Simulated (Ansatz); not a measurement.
## Electronic structure of CoSi in real space

```
Co Si
1.0
     2.73418    0.00000    0.00000
     0.00000    2.73418    0.00000
     0.00000    0.00000    2.73418
Co Si
1 1
Cartesian
  0.0000 0.0000 0.0000
  1.3671 1.3671 1.3671
```

Space group Pm-3m; a structure from a database of computed crystals, not necessarily the ambient phase; computed pressure about 11 GPa in this cell; computed without spin polarisation.

These are results of Ansatz 0.2.0, DFT, PBE, PAW with Ansatz's default frozen-core files, scalar-relativistic, not measurements.

In a PAW calculation such maps are meaningful between the atoms, not at the nuclei.

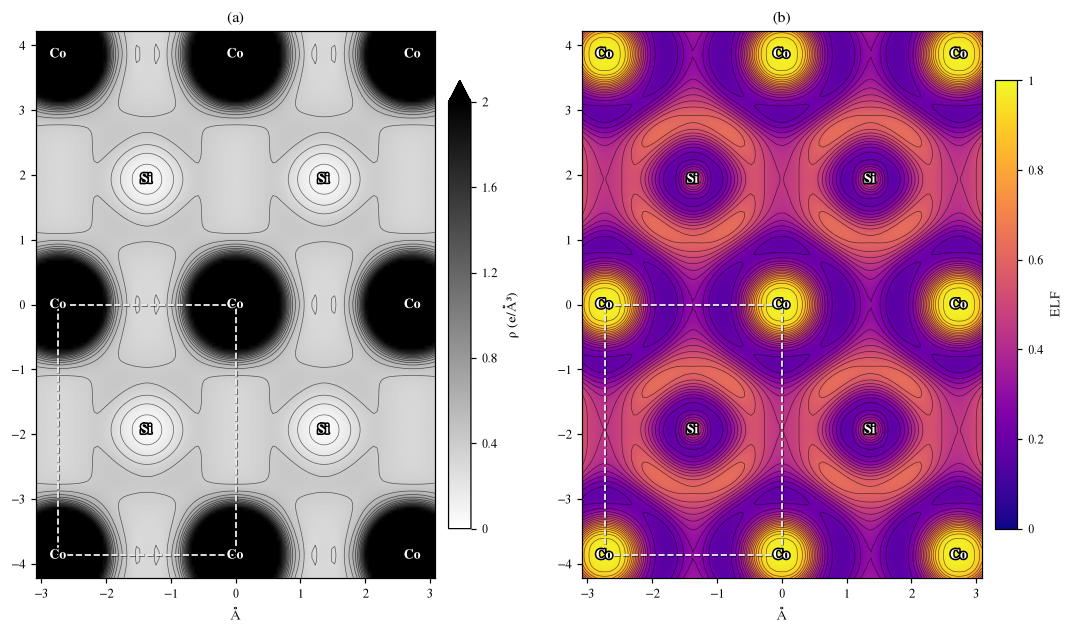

Figure 1. (a) valence electron density; (b) ELF on the (110) plane of the conventional cell.

Interpret the plot.

Answer.
- Atoms in the plane: Co and Si.
- Co–Si (2.37 Å): ρ at the midpoint is about 0.43 e/Å³; the ELF peaks at about 0.65 in the valence shell of Si, 0.9 Å from its nucleus, and is about 0.45 at the midpoint.
- Between the atoms the lowest density in this plane is 0.29 e/Å³.
- The features right at Co lie inside the PAW spheres, where the map follows smoothed inner orbitals and isn't to be read closely.

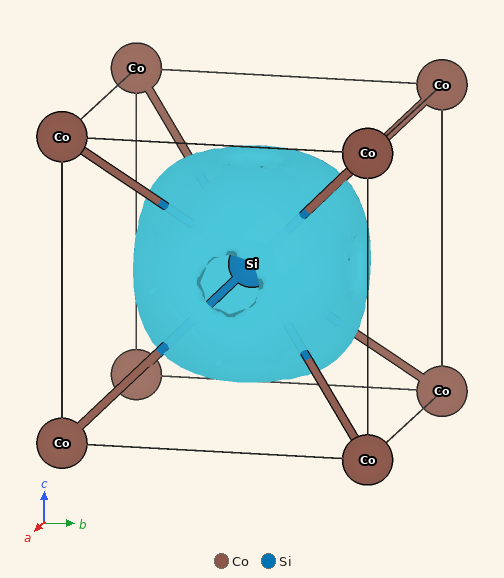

Figure 2. Isosurface of the ELF at 0.55 (cyan), seen slightly off an axis. Only the valence region is drawn (cores and ρ < 0.01 e/Å³ removed). Sticks mark near contacts.

Where are the electrons localised?

Answer. The ELF exceeds this value in one region wrapped around Si (its valence shell), counted in one cell of 2 atoms. Any copies at cell faces, edges or corners count once.

Metal or insulator at this level of theory?

Answer. It is metallic or semimetallic at this level of theory: no gap opens.
